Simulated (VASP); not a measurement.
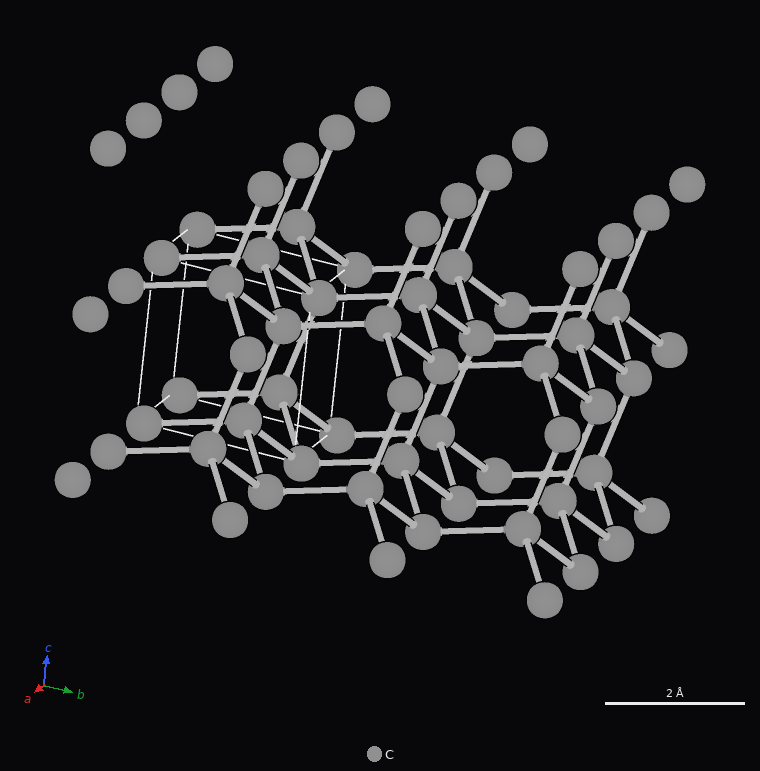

Fig. 1: The input geometry (ball-and-stick view of the reduced cell, repeated 3 × 3 × 2, seen slightly off an axis).

**Run report: C, single-point calculation (part 1 of 2)**

C (P-1, 2 atoms in the cell), computed with DFT, plane waves, PAW, settings varied from a PBE run (VASP 6.6.1).

The structure was built on a prototype by a generator. Some settings of this run were made unusual or wrong on purpose.

## OSZICAR
```
N       E                     dE             d eps       ncg     rms          rms(c)
DAV:   1     0.226043059655E+00    0.22604E+00   -0.45897E+03 11572   0.695E+02
DAV:   2    -0.182404520341E+02   -0.18466E+02   -0.17762E+02 14403   0.123E+02
DAV:   3    -0.186010817220E+02   -0.36063E+00   -0.35965E+00 12926   0.131E+01
DAV:   4    -0.186016930687E+02   -0.61135E-03   -0.61133E-03 11903   0.662E-01
DAV:   5    -0.186016937695E+02   -0.70077E-06   -0.70146E-06 12665   0.213E-02    0.560E+00
DAV:   6    -0.181129540063E+02    0.48874E+00   -0.25691E-01 11361   0.359E+00    0.334E+00
DAV:   7    -0.179489538880E+02    0.16400E+00   -0.31343E-01 11905   0.401E+00    0.771E-01
DAV:   8    -0.179507612342E+02   -0.18073E-02   -0.87708E-03 11783   0.706E-01    0.433E-02
DAV:   9    -0.179507991410E+02   -0.37907E-04   -0.56817E-05 13223   0.612E-02    0.247E-02
DAV:  10    -0.179508203622E+02   -0.21221E-04   -0.15364E-05 11918   0.346E-02    0.511E-03
DAV:  11    -0.179508204335E+02   -0.71293E-07   -0.35107E-07 13541   0.537E-03
   1 F= -.17950820E+02 E0= -.17950798E+02  d E =-.907215E-04
```

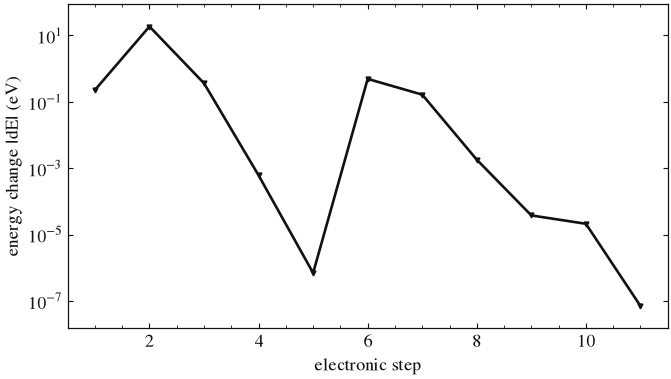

Fig. 2: Convergence of the self-consistent field: energy change |dE| against the electronic step. It takes 11 electronic steps. The density is held fixed in the first few steps, and dE rises again when its update begins.

## Parts of OUTCAR
```
k-points           NKPTS =    504   k-points in BZ     NKDIM =    504   number of bands    NBANDS=     11

   NELECT =       8.0000    total number of electrons

   dimension x,y,z NGX =    20 NGY =   20 NGZ =   20
   dimension x,y,z NGXF=    40 NGYF=   40 NGZF=   40

  energy-cutoff  :      520.00
  volume of cell :       11.30
      direct lattice vectors                 reciprocal lattice vectors
     0.023400000  1.792800000  1.800300000    -0.282793756  0.280486146  0.279821036
     1.804700000  0.030500000  1.793300000     0.278610405 -0.286946714  0.282129971
     1.801300000  1.782300000  0.033900000     0.279691987  0.283844645 -0.286297546

 k-points in reciprocal lattice and weights: KPOINTS created by Atomic Simulation Env
   0.00000000  0.00000000  0.00000000       0.001
   0.10000000 -0.00000000  0.00000000       0.002
   0.20000000 -0.00000000  0.00000000       0.002
   0.30000000  0.00000000 -0.00000000       0.002
   0.40000000 -0.00000000  0.00000000       0.002
   0.50000000  0.00000000  0.00000000       0.001
   0.00000000  0.10000000 -0.00000000       0.002
   0.10000000  0.10000000 -0.00000000       0.002
   0.20000000  0.10000000  0.00000000       0.002
   0.30000000  0.10000000 -0.00000000       0.002
   0.40000000  0.10000000  0.00000000       0.002
   0.50000000  0.10000000  0.00000000       0.002
  -0.40000000  0.10000000 -0.00000000       0.002
  -0.30000000  0.10000000  0.00000000       0.002
  -0.20000000  0.10000000  0.00000000       0.002
  -0.10000000  0.10000000 -0.00000000       0.002
   0.00000000  0.20000000 -0.00000000       0.002
   0.10000000  0.20000000 -0.00000000       0.002
   0.20000000  0.20000000 -0.00000000       0.002
   0.30000000  0.20000000 -0.00000000       0.002
   0.40000000  0.20000000 -0.00000000       0.002
   0.50000000  0.20000000  0.00000000       0.002
  -0.40000000  0.20000000  0.00000000       0.002
  -0.30000000  0.20000000 -0.00000000       0.002
  -0.20000000  0.20000000 -0.00000000       0.002
  -0.10000000  0.20000000 -0.00000000       0.002
  -0.00000000  0.30000000 -0.00000000       0.002
   0.10000000  0.30000000  0.00000000       0.002
   0.20000000  0.30000000  0.00000000       0.002
   0.30000000  0.30000000 -0.00000000       0.002
   0.40000000  0.30000000 -0.00000000       0.002
   0.50000000  0.30000000  0.00000000       0.002
  -0.40000000  0.30000000  0.00000000       0.002
  -0.30000000  0.30000000  0.00000000       0.002
  -0.20000000  0.30000000  0.00000000       0.002
  -0.10000000  0.30000000 -0.00000000       0.002
   0.00000000  0.40000000 -0.00000000       0.002
   0.10000000  0.40000000 -0.00000000       0.002
   0.20000000  0.40000000 -0.00000000       0.002
   0.30000000  0.40000000 -0.00000000       0.002
   0.40000000  0.40000000 -0.00000000       0.002
   0.50000000  0.40000000 -0.00000000       0.002
  -0.40000000  0.40000000 -0.00000000       0.002
  -0.30000000  0.40000000 -0.00000000       0.002
  -0.20000000  0.40000000 -0.00000000       0.002
  -0.10000000  0.40000000 -0.00000000       0.002
  -0.00000000  0.50000000 -0.00000000       0.001
   0.10000000  0.50000000 -0.00000000       0.002
   0.20000000  0.50000000  0.00000000       0.002
   0.30000000  0.50000000 -0.00000000       0.002
   0.40000000  0.50000000 -0.00000000       0.002
   0.50000000  0.50000000 -0.00000000       0.001
   0.00000000  0.00000000  0.10000000       0.002
   0.10000000  0.00000000  0.10000000       0.002
   0.20000000  0.00000000  0.10000000       0.002
   0.30000000  0.00000000  0.10000000       0.002
   0.40000000 -0.00000000  0.10000000       0.002
   0.50000000 -0.00000000  0.10000000       0.002
  -0.40000000  0.00000000  0.10000000       0.002
  -0.30000000  0.00000000  0.10000000       0.002
  -0.20000000  0.00000000  0.10000000       0.002
  -0.10000000  0.00000000  0.10000000       0.002
  -0.00000000  0.10000000  0.10000000       0.002
   0.10000000  0.10000000  0.10000000       0.002
   0.20000000  0.10000000  0.10000000       0.002
   0.30000000  0.10000000  0.10000000       0.002
   0.40000000  0.10000000  0.10000000       0.002
   0.50000000  0.10000000  0.10000000       0.002
  -0.40000000  0.10000000  0.10000000       0.002
  -0.30000000  0.10000000  0.10000000       0.002
  -0.20000000  0.10000000  0.10000000       0.002
  -0.10000000  0.10000000  0.10000000       0.002
  -0.00000000  0.20000000  0.10000000       0.002
   0.10000000  0.20000000  0.10000000       0.002
   0.20000000  0.20000000  0.10000000       0.002
   0.30000000  0.20000000  0.10000000       0.002
   0.40000000  0.20000000  0.10000000       0.002
   0.50000000  0.20000000  0.10000000       0.002
  -0.40000000  0.20000000  0.10000000       0.002
  -0.30000000  0.20000000  0.10000000       0.002
  -0.20000000  0.20000000  0.10000000       0.002
  -0.10000000  0.20000000  0.10000000       0.002
  -0.00000000  0.30000000  0.10000000       0.002
   0.10000000  0.30000000  0.10000000       0.002
   0.20000000  0.30000000  0.10000000       0.002
   0.30000000  0.30000000  0.10000000       0.002
   0.40000000  0.30000000  0.10000000       0.002
   0.50000000  0.30000000  0.10000000       0.002
  -0.40000000  0.30000000  0.10000000       0.002
  -0.30000000  0.30000000  0.10000000       0.002
  -0.20000000  0.30000000  0.10000000       0.002
  -0.10000000  0.30000000  0.10000000       0.002
  -0.00000000  0.40000000  0.10000000       0.002
   0.10000000  0.40000000  0.10000000       0.002
   0.20000000  0.40000000  0.10000000       0.002
   0.30000000  0.40000000  0.10000000       0.002
   0.40000000  0.40000000  0.10000000       0.002
   0.50000000  0.40000000  0.10000000       0.002
  -0.40000000  0.40000000  0.10000000       0.002
  -0.30000000  0.40000000  0.10000000       0.002
  -0.20000000  0.40000000  0.10000000       0.002
  -0.10000000  0.40000000  0.10000000       0.002
  -0.00000000  0.50000000  0.10000000       0.002
   0.10000000  0.50000000  0.10000000       0.002
   0.20000000  0.50000000  0.10000000       0.002
   0.30000000  0.50000000  0.10000000       0.002
   0.40000000  0.50000000  0.10000000       0.002
   0.50000000  0.50000000  0.10000000       0.002
  -0.40000000  0.50000000  0.10000000       0.002
  -0.30000000  0.50000000  0.10000000       0.002
  -0.20000000  0.50000000  0.10000000       0.002
  -0.10000000  0.50000000  0.10000000       0.002
   0.00000000 -0.40000000  0.10000000       0.002
   0.10000000 -0.40000000  0.10000000       0.002
   0.20000000 -0.40000000  0.10000000       0.002
   0.30000000 -0.40000000  0.10000000       0.002
   0.40000000 -0.40000000  0.10000000       0.002
   0.50000000 -0.40000000  0.10000000       0.002
  -0.40000000 -0.40000000  0.10000000       0.002
  -0.30000000 -0.40000000  0.10000000       0.002
  -0.20000000 -0.40000000  0.10000000       0.002
  -0.10000000 -0.40000000  0.10000000       0.002
   0.00000000 -0.30000000  0.10000000       0.002
   0.10000000 -0.30000000  0.10000000       0.002
   0.20000000 -0.30000000  0.10000000       0.002
   0.30000000 -0.30000000  0.10000000       0.002
   0.40000000 -0.30000000  0.10000000       0.002
   0.50000000 -0.30000000  0.10000000       0.002
  -0.40000000 -0.30000000  0.10000000       0.002
  -0.30000000 -0.30000000  0.10000000       0.002
  -0.20000000 -0.30000000  0.10000000       0.002
  -0.10000000 -0.30000000  0.10000000       0.002
   0.00000000 -0.20000000  0.10000000       0.002
   0.10000000 -0.20000000  0.10000000       0.002
   0.20000000 -0.20000000  0.10000000       0.002
   0.30000000 -0.20000000  0.10000000       0.002
   0.40000000 -0.20000000  0.10000000       0.002
   0.50000000 -0.20000000  0.10000000       0.002
  -0.40000000 -0.20000000  0.10000000       0.002
  -0.30000000 -0.20000000  0.10000000       0.002
  -0.20000000 -0.20000000  0.10000000       0.002
  -0.10000000 -0.20000000  0.10000000       0.002
  -0.00000000 -0.10000000  0.10000000       0.002
   0.10000000 -0.10000000  0.10000000       0.002
   0.20000000 -0.10000000  0.10000000       0.002
   0.30000000 -0.10000000  0.10000000       0.002
   0.40000000 -0.10000000  0.10000000       0.002
   0.50000000 -0.10000000  0.10000000       0.002
  -0.40000000 -0.10000000  0.10000000       0.002
  -0.30000000 -0.10000000  0.10000000       0.002
  -0.20000000 -0.10000000  0.10000000       0.002
  -0.10000000 -0.10000000  0.10000000       0.002
   0.00000000  0.00000000  0.20000000       0.002
   0.10000000  0.00000000  0.20000000       0.002
   0.20000000  0.00000000  0.20000000       0.002
   0.30000000 -0.00000000  0.20000000       0.002
   0.40000000 -0.00000000  0.20000000       0.002
   0.50000000  0.00000000  0.20000000       0.002
  -0.40000000  0.00000000  0.20000000       0.002
  -0.30000000  0.00000000  0.20000000       0.002
  -0.20000000  0.00000000  0.20000000       0.002
  -0.10000000  0.00000000  0.20000000       0.002
   0.00000000  0.10000000  0.20000000       0.002
   0.10000000  0.10000000  0.20000000       0.002
   0.20000000  0.10000000  0.20000000       0.002
   0.30000000  0.10000000  0.20000000       0.002
   0.40000000  0.10000000  0.20000000       0.002
   0.50000000  0.10000000  0.20000000       0.002
  -0.40000000  0.10000000  0.20000000       0.002
  -0.30000000  0.10000000  0.20000000       0.002
  -0.20000000  0.10000000  0.20000000       0.002
  -0.10000000  0.10000000  0.20000000       0.002
  -0.00000000  0.20000000  0.20000000       0.002
   0.10000000  0.20000000  0.20000000       0.002
   0.20000000  0.20000000  0.20000000       0.002
   0.30000000  0.20000000  0.20000000       0.002
   0.40000000  0.20000000  0.20000000       0.002
   0.50000000  0.20000000  0.20000000       0.002
  -0.40000000  0.20000000  0.20000000       0.002
  -0.30000000  0.20000000  0.20000000       0.002
  -0.20000000  0.20000000  0.20000000       0.002
  -0.10000000  0.20000000  0.20000000       0.002
  -0.00000000  0.30000000  0.20000000       0.002
   0.10000000  0.30000000  0.20000000       0.002
   0.20000000  0.30000000  0.20000000       0.002
   0.30000000  0.30000000  0.20000000       0.002
   0.40000000  0.30000000  0.20000000       0.002
   0.50000000  0.30000000  0.20000000       0.002
  -0.40000000  0.30000000  0.20000000       0.002
  -0.30000000  0.30000000  0.20000000       0.002
  -0.20000000  0.30000000  0.20000000       0.002
  -0.10000000  0.30000000  0.20000000       0.002
   0.00000000  0.40000000  0.20000000       0.002
   0.10000000  0.40000000  0.20000000       0.002
   0.20000000  0.40000000  0.20000000       0.002
   0.30000000  0.40000000  0.20000000       0.002
   0.40000000  0.40000000  0.20000000       0.002
   0.50000000  0.40000000  0.20000000       0.002
  -0.40000000  0.40000000  0.20000000       0.002
  -0.30000000  0.40000000  0.20000000       0.002
  -0.20000000  0.40000000  0.20000000       0.002
  -0.10000000  0.40000000  0.20000000       0.002
  -0.00000000  0.50000000  0.20000000       0.002
   0.10000000  0.50000000  0.20000000       0.002
   0.20000000  0.50000000  0.20000000       0.002
   0.30000000  0.50000000  0.20000000       0.002
   0.40000000  0.50000000  0.20000000       0.002
   0.50000000  0.50000000  0.20000000       0.002
  -0.40000000  0.50000000  0.20000000       0.002
  -0.30000000  0.50000000  0.20000000       0.002
  -0.20000000  0.50000000  0.20000000       0.002
  -0.10000000  0.50000000  0.20000000       0.002
  -0.00000000 -0.40000000  0.20000000       0.002
   0.10000000 -0.40000000  0.20000000       0.002
   0.20000000 -0.40000000  0.20000000       0.002
   0.30000000 -0.40000000  0.20000000       0.002
   0.40000000 -0.40000000  0.20000000       0.002
   0.50000000 -0.40000000  0.20000000       0.002
  -0.40000000 -0.40000000  0.20000000       0.002
  -0.30000000 -0.40000000  0.20000000       0.002
  -0.20000000 -0.40000000  0.20000000       0.002
  -0.10000000 -0.40000000  0.20000000       0.002
  -0.00000000 -0.30000000  0.20000000       0.002
   0.10000000 -0.30000000  0.20000000       0.002
   0.20000000 -0.30000000  0.20000000       0.002
   0.30000000 -0.30000000  0.20000000       0.002
   0.40000000 -0.30000000  0.20000000       0.002
   0.50000000 -0.30000000  0.20000000       0.002
  -0.40000000 -0.30000000  0.20000000       0.002
  -0.30000000 -0.30000000  0.20000000       0.002
  -0.20000000 -0.30000000  0.20000000       0.002
  -0.10000000 -0.30000000  0.20000000       0.002
  -0.00000000 -0.20000000  0.20000000       0.002
   0.10000000 -0.20000000  0.20000000       0.002
   0.20000000 -0.20000000  0.20000000       0.002
   0.30000000 -0.20000000  0.20000000       0.002
   0.40000000 -0.20000000  0.20000000       0.002
   0.50000000 -0.20000000  0.20000000       0.002
  -0.40000000 -0.20000000  0.20000000       0.002
  -0.30000000 -0.20000000  0.20000000       0.002
  -0.20000000 -0.20000000  0.20000000       0.002
  -0.10000000 -0.20000000  0.20000000       0.002
   0.00000000 -0.10000000  0.20000000       0.002
   0.10000000 -0.10000000  0.20000000       0.002
   0.20000000 -0.10000000  0.20000000       0.002
   0.30000000 -0.10000000  0.20000000       0.002
   0.40000000 -0.10000000  0.20000000       0.002
   0.50000000 -0.10000000  0.20000000       0.002
  -0.40000000 -0.10000000  0.20000000       0.002
  -0.30000000 -0.10000000  0.20000000       0.002
  -0.20000000 -0.10000000  0.20000000       0.002
  -0.10000000 -0.10000000  0.20000000       0.002
  -0.00000000  0.00000000  0.30000000       0.002
   0.10000000  0.00000000  0.30000000       0.002
   0.20000000  0.00000000  0.30000000       0.002
   0.30000000 -0.00000000  0.30000000       0.002
   0.40000000 -0.00000000  0.30000000       0.002
   0.50000000 -0.00000000  0.30000000       0.002
  -0.40000000  0.00000000  0.30000000       0.002
  -0.30000000  0.00000000  0.30000000       0.002
  -0.20000000  0.00000000  0.30000000       0.002
  -0.10000000  0.00000000  0.30000000       0.002
  -0.00000000  0.10000000  0.30000000       0.002
   0.10000000  0.10000000  0.30000000       0.002
   0.20000000  0.10000000  0.30000000       0.002
   0.30000000  0.10000000  0.30000000       0.002
   0.40000000  0.10000000  0.30000000       0.002
   0.50000000  0.10000000  0.30000000       0.002
  -0.40000000  0.10000000  0.30000000       0.002
  -0.30000000  0.10000000  0.30000000       0.002
  -0.20000000  0.10000000  0.30000000       0.002
  -0.10000000  0.10000000  0.30000000       0.002
  -0.00000000  0.20000000  0.30000000       0.002
   0.10000000  0.20000000  0.30000000       0.002
   0.20000000  0.20000000  0.30000000       0.002
   0.30000000  0.20000000  0.30000000       0.002
   0.40000000  0.20000000  0.30000000       0.002
   0.50000000  0.20000000  0.30000000       0.002
  -0.40000000  0.20000000  0.30000000       0.002
  -0.30000000  0.20000000  0.30000000       0.002
  -0.20000000  0.20000000  0.30000000       0.002
  -0.10000000  0.20000000  0.30000000       0.002
  -0.00000000  0.30000000  0.30000000       0.002
   0.10000000  0.30000000  0.30000000       0.002
   0.20000000  0.30000000  0.30000000       0.002
   0.30000000  0.30000000  0.30000000       0.002
   0.40000000  0.30000000  0.30000000       0.002
   0.50000000  0.30000000  0.30000000       0.002
  -0.40000000  0.30000000  0.30000000       0.002
```
